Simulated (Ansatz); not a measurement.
**interstitial H in SnO2: two geometries relaxed, part 1 of 2**

Are the two ends of the hop to the nearest equivalent void separate minima, and which lies lower? Each is relaxed from a guess. The host cell (Pbcn) has 24 atoms; the extra atom is the last.

Method: DFT PBE, plane waves, PAW, scalar-relativistic, collinear spin, in Ansatz 0.2.0.

**1. The system as given**

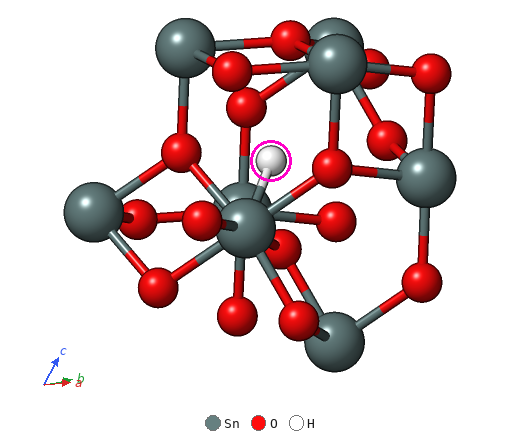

The starting structure, seen from a free direction (tin teal, oxygen red, hydrogen white). Each atom of the cell is drawn once, at one copy chosen for all pictures, so bonds across the cell's faces may be missing. Ringed: H25.

As a file:

```xyz
25
Lattice="0.0000 5.7509 5.2471 4.7351 0.0000 5.2471 4.7351 5.7509 0.0000" Properties=species:S:1:pos:R:3 pbc="T T T"
Sn    2.3676    3.8269    3.9353
Sn    4.7351    4.7994    6.5589
Sn    2.3676    1.9240    1.3118
Sn    4.7351    6.7024    3.9353
O     3.4581    9.2424    5.6596
O     1.0905    5.1349    4.8347
O     3.6446    5.1349    3.0360
O     1.2770    3.4915    2.2111
O     3.4581    2.2594    3.0360
O     5.8257    6.3670    2.2111
O     3.6446    6.3670    5.6596
O     6.0122    8.0103    4.8347
Sn    7.1027    9.5778    9.1824
Sn    4.7351    4.7994    1.3118
Sn    7.1027    7.6749    6.5589
Sn    4.7351    6.7024    9.1824
O     3.4581    3.4915    5.6596
O     5.8257    5.1349    4.8347
O     3.6446    5.1349    8.2831
O     6.0122    9.2424    7.4582
O     8.1932    8.0103    8.2831
O     5.8257    6.3670    7.4582
O     8.3798    6.3670    5.6596
O     6.0122    2.2594    4.8347
H     6.5281    6.5548    3.8193
```

**2. Relaxing end A**

Contents of input.yaml:

```yaml
crystal:
  lattice:
    - [0.0, 5.750912, 5.247114]
    - [4.735146, 0.0, 5.247114]
    - [4.735146, 5.750912, 0.0]
  atoms:
    - { symbol: Sn, position: [0.4577239, 0.2922761, 0.2077239] }
    - { symbol: Sn, position: [0.5422761, 0.7077239, 0.2922761] }
    - { symbol: Sn, position: [0.0422761, 0.2077239, 0.2922761] }
    - { symbol: Sn, position: [0.4577239, 0.2922761, 0.7077239] }
    - { symbol: O, position: [0.977711, 0.1008926, 0.6294125] }
    - { symbol: O, position: [0.791984, 0.1294125, 0.1008926] }
    - { symbol: O, position: [0.3508926, 0.227711, 0.541984] }
    - { symbol: O, position: [0.3794125, 0.041984, 0.227711] }
    - { symbol: O, position: [0.1205875, 0.458016, 0.272289] }
    - { symbol: O, position: [0.1491074, 0.272289, 0.958016] }
    - { symbol: O, position: [0.708016, 0.3705875, 0.3991074] }
    - { symbol: O, position: [0.522289, 0.3991074, 0.8705875] }
    - { symbol: Sn, position: [0.9577239, 0.7922761, 0.7077239] }
    - { symbol: Sn, position: [0.0422761, 0.2077239, 0.7922761] }
    - { symbol: Sn, position: [0.5422761, 0.7077239, 0.7922761] }
    - { symbol: Sn, position: [0.9577239, 0.7922761, 0.2077239] }
    - { symbol: O, position: [0.477711, 0.6008926, 0.1294125] }
    - { symbol: O, position: [0.291984, 0.6294125, 0.6008926] }
    - { symbol: O, position: [0.8508926, 0.727711, 0.041984] }
    - { symbol: O, position: [0.8794125, 0.541984, 0.727711] }
    - { symbol: O, position: [0.6205875, 0.958016, 0.772289] }
    - { symbol: O, position: [0.6491074, 0.772289, 0.458016] }
    - { symbol: O, position: [0.208016, 0.8705875, 0.8991074] }
    - { symbol: O, position: [0.022289, 0.8991074, 0.3705875] }
    - { symbol: H, position: [0.2445192, 0.4833736, 0.8952678], spin: 1.0 }
magnetization:
  spin_polarized: true
basis:
  ecutwfc: 420.0
kpoints:
  mp_grid: { grid: [2, 2, 2] }
hamiltonian:
  xc: pbe
  pseudopotentials: { kind: paw, azcp: { folder: soft_1 } }
scf:
  occupations: { method: gaussian, width: 0.02 }
  lower_state_search: "off"
relax:
  f_tol: 0.03
  max_steps: 60
  adjacent_minimum: "off"
```

Started as:

```console
$ ansatz run input.yaml --threads 4 --pin off --max-ram 10240MiB --backend cpu --events-out ev --progress --plain --runs-dir out
```

The log of the run (excerpt; [...] marks lines left out):

```text
Warning: RAYON_NUM_THREADS=4 ignored (pool sized by the plan → 4); use --threads N
[...]
Pseudopotentials: kind: paw
Pseudopotential: Sn, paw, valence charge 14, recommended cutoff 420 eV (normal), <dir>
Pseudopotential: O, paw, valence charge 6, recommended cutoff 420 eV (normal), <dir>
Pseudopotential: H, paw, valence charge 1, recommended cutoff 420 eV (normal), <dir>
Functional definition: PBE
[...]
Crystal: 25 atoms, lattice volume = 285.773 Å³
Basis set: ecut = 420 eV, 5593 PW (Γ), exchange–correlation on 108×96×100 points (8 copies of the dense FFT grid, shifted against one another)
Bands: 130, of which v1, the nominal top of the filled ones, is band 105 counted from 1 (104 counted from 0)
Symmetry: 1 space group operations
Space group: P1 (ITA 1), of the structure as read, at distance tolerance 6.6e-5 Å
Magnetic group: BNS 1.1 (UNI 1), of the structure as read, at distance tolerance 6.6e-5 Å
k-points: 8
[...]
Starting moments: Σ|m| = 1 μB on 1 of 25 sites
[...]
SCF iter   1: F=—  HF=-57287.368545 eV  |F-HF|=—  |Δ(HF+E_count)|=         —  Δρ=4.02e-2 (↑4.02e-2 ↓3.89e-2)  dr2=1.38e1  dr2_m=4.81e-2  M=0.750 μB ∫|m|=0.798 μB  β_m=0.30  ethr=3.10e-3  ⟨swp⟩=5.3  Hψ=8343  notcnv=0  defer=167
[...]
spin=Collinear: Kerker preconditioning applied to the charge; magnetization (m = ρ↑ − ρ↓) channel mixes plain (no charge-response kernel on spin).
[...]
spin-set hold released at iteration 8 (site moments contracting): the magnetisation degrees of freedom join the quasi-Newton model from the next iteration; the mixer history was flushed
[...]
relax step   1: F+E_penalty+E_count = -57284.41811091 eV  Δ(F+E_penalty+E_count) = +0.000e0 eV  max|allowed force component| = 2.549e0 eV/Å  Δτ_max = 0.0000 Å  (12 SCF iters, dr2 threshold 2.25e-5 eV, accepted)
[...]
Starting moments: Σ|m| = 1 μB on 1 of 25 sites; this step starts from the density that it was given
[...]
spin=Collinear: Kerker preconditioning applied to the charge; magnetization (m = ρ↑ − ρ↓) channel mixes plain (no charge-response kernel on spin).
SCF iter   2: F=—  HF=-57284.753255 eV  |F-HF|=—  |Δ(HF+E_count)|=   3.70e-3  Δρ=3.16e-3 (↑2.51e-3 ↓3.16e-3)  dr2=4.91e-2  dr2_m=5.08e-3  M=0.750 μB ∫|m|=0.838 μB  β_m=0.65  ethr=4.01e-5  ⟨swp⟩=2.0  Hψ=1983  notcnv=0  defer=274
```

**3. The output, continued: end point A relaxed**

Output, continued (excerpt; [...] marks lines left out):

```text
SCF iter   3: F=—  HF=-57284.765981 eV  |F-HF|=—  |Δ(HF+E_count)|=   1.27e-2  Δρ=5.62e-4 (↑3.81e-4 ↓5.62e-4)  dr2=3.78e-3  dr2_m=7.61e-5  M=0.750 μB ∫|m|=0.833 μB  β_m=0.80  ethr=2.35e-5  ⟨swp⟩=2.8  Hψ=3655  notcnv=0  defer=274
[...]
SCF iter   6: F=-57284.766071 eV  HF=-57284.766129 eV  |F-HF|=5.79e-5  |Δ(HF+E_count)|=   3.57e-6  Δρ=7.12e-5 (↑6.74e-5 ↓7.12e-5)  dr2=9.08e-5  dr2_m=4.49e-7  M=0.750 μB ∫|m|=0.831 μB  ethr=4.78e-8  ⟨swp⟩=2.8  Hψ=6487  notcnv=0
[...]
relax step   2: F+E_penalty+E_count = -57284.76607131 eV  Δ(F+E_penalty+E_count) = -3.480e-1 eV  max|allowed force component| = 6.282e-1 eV/Å  Δτ_max = 0.1953 Å  (6 SCF iters, dr2 threshold 1.00e-4 eV, accepted)
[...]
relax step   5: F+E_penalty+E_count = -57284.88812788 eV  Δ(F+E_penalty+E_count) = -2.045e-3 eV  max|allowed force component| = 6.988e-3 eV/Å  Δτ_max = 0.0160 Å  (6 SCF iters, dr2 threshold 9.97e-7 eV, accepted)
[...]
    - { symbol: Sn, position: [0.5442930651187813, 0.7055839222508945, 0.7889300630669236] }
    - { symbol: Sn, position: [0.9587515066315008, 0.7912930716777434, 0.20915235898066087] }
    - { symbol: O, position: [0.4757836373828081, 0.6000464545829283, 0.12673153016736827] }
    - { symbol: O, position: [0.2962200229579075, 0.6260792982832257, 0.5969106784331951] }
    - { symbol: O, position: [0.8511116917273793, 0.7264977881036925, 0.04136103830493665] }
    - { symbol: O, position: [0.8823758606267325, 0.5404485062867639, 0.7232015242126681] }
    - { symbol: O, position: [0.6233486065207858, 0.9530627080906235, 0.7735899111530536] }
    - { symbol: O, position: [0.6483895725161825, 0.7730798794598451, 0.4552475249456768] }
    - { symbol: O, position: [0.20933356469965236, 0.8691474418821916, 0.8961512581069653] }
    - { symbol: O, position: [0.02867380257318264, 0.8946704401498604, 0.36854360846264395] }
    - { symbol: H, position: [0.18365640337845296, 0.5479062506908208, 0.9459610993483296] }
```

Run time: 59 s. Hardware: 4 threads of Intel Xeon Platinum 8259CL at 2.50GHz (Skylake/Cascade Lake), shared host; peak memory 1.3 GiB.

Step by step:

```
step  energy from step 1 (eV/cell)  largest force component (eV/Å)
   1                        0.0000                          2.5489
   2                       -0.3480                          0.6282
   3                       -0.4421                          0.2019
   4                       -0.4680                          0.0982
   5                       -0.4700                          0.0070
   6                       -0.4700                          0.0070
```

Step 1 is the start. Step 6 solves the same geometry again.

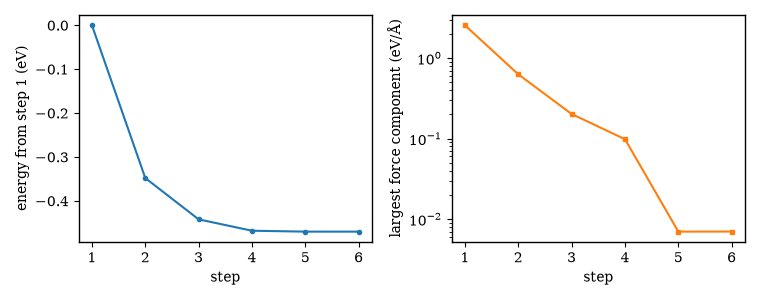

How energy and force went from step to step.

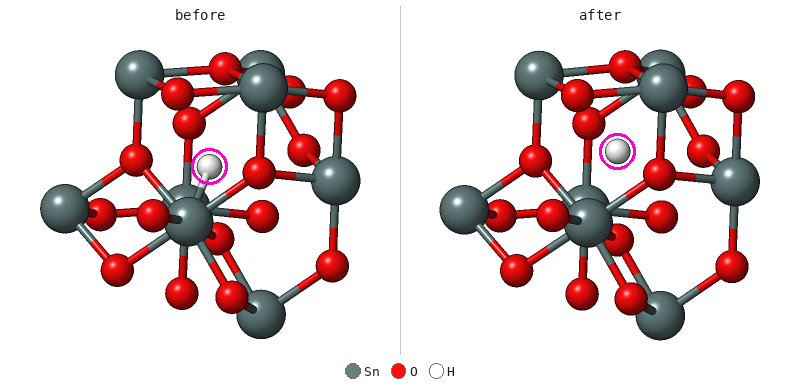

Before and after, at one scale. Each atom of the cell is drawn once, at one copy chosen for all pictures, so bonds across the cell's faces may be missing.

Largest move: H25, 0.55 Å.

**4. End point B**

The second end starts from a geometry with the move made by hand.

Contents of input.yaml:

```yaml
crystal:
  lattice:
    - [0.0, 5.750912, 5.247114]
    - [4.735146, 0.0, 5.247114]
    - [4.735146, 5.750912, 0.0]
  atoms:
    - { symbol: Sn, position: [0.4577239, 0.29227614, 0.20772388] }
    - { symbol: Sn, position: [0.54227615, 0.70772391, 0.29227613] }
    - { symbol: Sn, position: [0.04227613, 0.20772388, 0.29227613] }
    - { symbol: Sn, position: [0.4577239, 0.29227614, 0.7077239] }
    - { symbol: O, position: [0.97771105, 0.10089258, 0.62941248] }
    - { symbol: O, position: [0.79198399, 0.12941247, 0.10089258] }
    - { symbol: O, position: [0.35089259, 0.22771101, 0.54198397] }
    - { symbol: O, position: [0.37941248, 0.04198396, 0.22771101] }
    - { symbol: O, position: [0.12058754, 0.45801606, 0.272289] }
    - { symbol: O, position: [0.14910744, 0.272289, 0.95801608] }
    - { symbol: O, position: [0.70801608, 0.37058755, 0.39910744] }
    - { symbol: O, position: [0.52228902, 0.39910744, 0.87058756] }
    - { symbol: Sn, position: [0.95772392, 0.79227616, 0.70772389] }
    - { symbol: Sn, position: [0.04227613, 0.20772388, 0.79227615] }
    - { symbol: Sn, position: [0.54227615, 0.70772391, 0.79227615] }
    - { symbol: Sn, position: [0.95772392, 0.79227616, 0.20772387] }
    - { symbol: O, position: [0.47771103, 0.6008926, 0.12941246] }
    - { symbol: O, position: [0.29198397, 0.62941249, 0.60089259] }
    - { symbol: O, position: [0.85089262, 0.72771104, 0.04198395] }
    - { symbol: O, position: [0.87941251, 0.54198398, 0.72771103] }
    - { symbol: O, position: [0.62058757, 0.95801609, 0.77228902] }
    - { symbol: O, position: [0.64910746, 0.77228903, 0.45801606] }
    - { symbol: O, position: [0.20801606, 0.87058757, 0.89910745] }
    - { symbol: O, position: [0.022289, 0.89910746, 0.37058754] }
    - { symbol: H, position: [0.14671619, 0.6168169, 1.00285847], spin: 1.0 }
magnetization:
  spin_polarized: true
basis:
  ecutwfc: 420.0
kpoints:
  mp_grid: { grid: [2, 2, 2] }
hamiltonian:
  xc: pbe
  pseudopotentials: { kind: paw, azcp: { folder: soft_1 } }
scf:
  occupations: { method: gaussian, width: 0.02 }
  lower_state_search: "off"
relax:
  f_tol: 0.03
  max_steps: 60
  adjacent_minimum: "off"
```

Started as:

```console
$ ansatz run input.yaml --threads 4 --pin off --max-ram 10240MiB --backend cpu --events-out ev --progress --plain --runs-dir out
```

The log of the run (excerpt; [...] marks lines left out):

```text
Warning: RAYON_NUM_THREADS=4 ignored (pool sized by the plan → 4); use --threads N
[...]
Pseudopotentials: kind: paw
Pseudopotential: Sn, paw, valence charge 14, recommended cutoff 420 eV (normal), <dir>
Pseudopotential: O, paw, valence charge 6, recommended cutoff 420 eV (normal), <dir>
Pseudopotential: H, paw, valence charge 1, recommended cutoff 420 eV (normal), <dir>
Functional definition: PBE
[...]
Crystal: 25 atoms, lattice volume = 285.773 Å³
Basis set: ecut = 420 eV, 5593 PW (Γ), exchange–correlation on 108×96×100 points (8 copies of the dense FFT grid, shifted against one another)
Bands: 130, of which v1, the nominal top of the filled ones, is band 105 counted from 1 (104 counted from 0)
Symmetry: 1 space group operations
Space group: P1 (ITA 1), of the structure as read, at distance tolerance 6.6e-5 Å
Magnetic group: BNS 1.1 (UNI 1), of the structure as read, at distance tolerance 6.6e-5 Å
k-points: 8
[...]
spin-set hold released at iteration 8 (site moments contracting): the magnetisation degrees of freedom join the quasi-Newton model from the next iteration; the mixer history was flushed
[...]
relax step   1: F+E_penalty+E_count = -57284.42460705 eV  Δ(F+E_penalty+E_count) = +0.000e0 eV  max|allowed force component| = 2.545e0 eV/Å  Δτ_max = 0.0000 Å  (12 SCF iters, dr2 threshold 2.25e-5 eV, accepted)
[...]
relax step   2: F+E_penalty+E_count = -57284.76776213 eV  Δ(F+E_penalty+E_count) = -3.432e-1 eV  max|allowed force component| = 6.209e-1 eV/Å  Δτ_max = 0.1953 Å  (6 SCF iters, dr2 threshold 1.00e-4 eV, accepted)
[...]
spin=Collinear: Kerker preconditioning applied to the charge; magnetization (m = ρ↑ − ρ↓) channel mixes plain (no charge-response kernel on spin).
[...]
SCF iter   7: F=-57284.860977 eV  HF=-57284.860985 eV  |F-HF|=7.74e-6  |Δ(HF+E_count)|=   6.31e-7  Δρ=2.59e-5 (↑2.59e-5 ↓2.43e-5)  dr2=1.02e-5  dr2_m=5.72e-8  M=0.750 μB ∫|m|=0.841 μB  ethr=1.06e-8  ⟨swp⟩=2.0  Hψ=6578  notcnv=0
[...]
```

(Continued in part 2 of 2.)
